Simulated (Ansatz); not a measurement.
The compound is IrO2 (space group P4_2/mnm, No. 136), taken as the input geometry of an electronic-structure calculation (not necessarily at equilibrium).

```cif
data_structure
_symmetry_space_group_name_H-M 'P 1'
_symmetry_Int_Tables_number 1
_cell_length_a 4.4990
_cell_length_b 4.4990
_cell_length_c 3.1460
_cell_angle_alpha 90.000
_cell_angle_beta 90.000
_cell_angle_gamma 90.000
_cell_volume 63.68
loop_
_atom_site_label
_atom_site_type_symbol
_atom_site_fract_x
_atom_site_fract_y
_atom_site_fract_z
_atom_site_occupancy
Ir1 Ir 0.00000 0.00000 0.00000 1
Ir2 Ir 0.50000 0.50000 0.50000 1
O1 O 0.31100 0.31100 0.00000 1
O2 O 0.18900 0.81100 0.50000 1
O3 O 0.68900 0.68900 0.00000 1
O4 O 0.81100 0.18900 0.50000 1
```

Describe how the polyhedra about Ir are linked (bonds: Ir–O below 2.2 Å).

Ir: IrO6 octahedron, sharing corners with eight neighbours and edges with two neighbours.

They form a three-dimensional framework of corner- and edge-sharing octahedra.

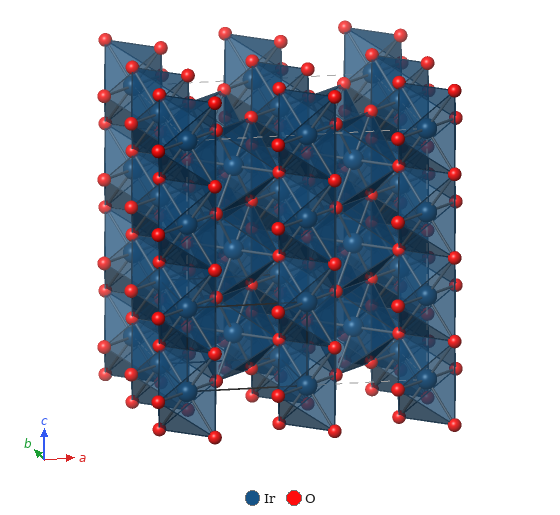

Polyhedra are drawn about Ir (bonds: Ir–O below 2.2 Å); other atoms are plain spheres.
